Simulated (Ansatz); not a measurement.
System: CuO, space group Fm-3m (No. 225) (one of a set of cubic test structures, which need not be the stable phase).

How it was computed, with Ansatz 0.2.0 development build: equation of state of a cubic crystal from periodic Kohn-Sham density functional theory without spin, third-order Birch-Murnaghan fit to the free energies; pressure corrected for the finite basis. Level: PBE.

structure type rock salt; atoms in cell 2; space group number 225; lattice centring face-centred primitive; k mesh 22×22×22; occupation method Fermi–Dirac; occupation width 0.06123 eV; wave cutoff 700 eV; datasets hard PAW; density tolerance 1e−09 eV; bands 17; density cutoff ratio 4; search for lower states default.

Predict the energy above the lowest point and pressure against volume. The volume takes the values 8.98, 9.17, 9.36, 9.55, 9.74, 9.94, 10.13 Å³/atom.

A third-order Birch–Murnaghan fit gives V0 = 9.56 Å³/atom, B0 = 177 GPa and B′ = 4.7. The energy above the lowest point is 21.5 meV/atom at volume 8.98 Å³/atom and 16.8 meV/atom at 10.13 Å³/atom; the lowest computed point is at volume 9.55 Å³/atom (0.0 meV/atom), and no other minimum shows. The pressure falls from 12.7 GPa at volume 8.98 Å³/atom to −8.9 GPa at 10.13 Å³/atom, and changes sign near 9.56 Å³/atom.

| volume (Å³/atom) | energy above the lowest point (meV/atom) | pressure (GPa) |
| --- | --- | --- |
| 8.98 | 21.5 | 12.7 |
| 9.17 | 9.2 | 8.0 |
| 9.36 | 2.3 | 3.8 |
| 9.55 | 0.0 | 0.1 |
| 9.74 | 2.0 | −3.3 |
| 9.94 | 7.7 | −6.3 |
| 10.13 | 16.8 | −8.9 |

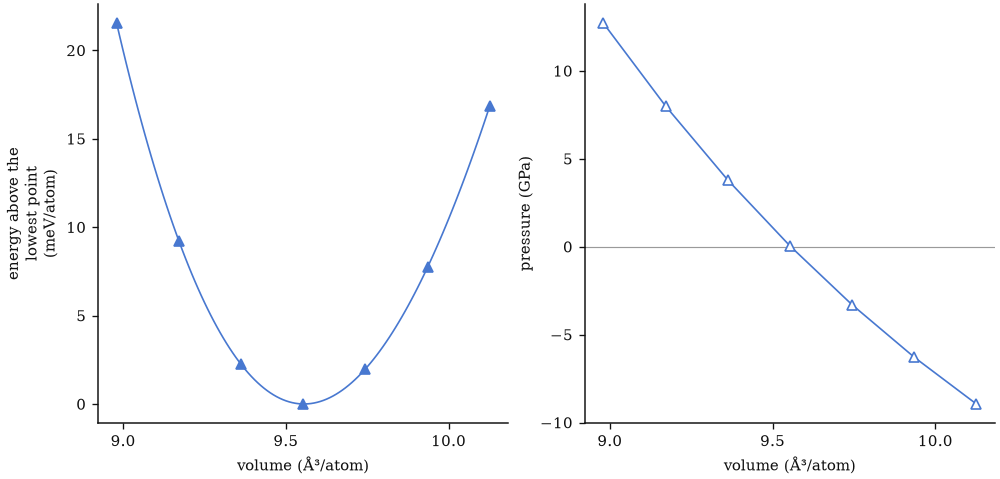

Limits of the calculation: cubic model structure, not the ambient form; modest k-mesh, values are not fully converged in k; no spin polarisation, a magnetic state may lie lower.
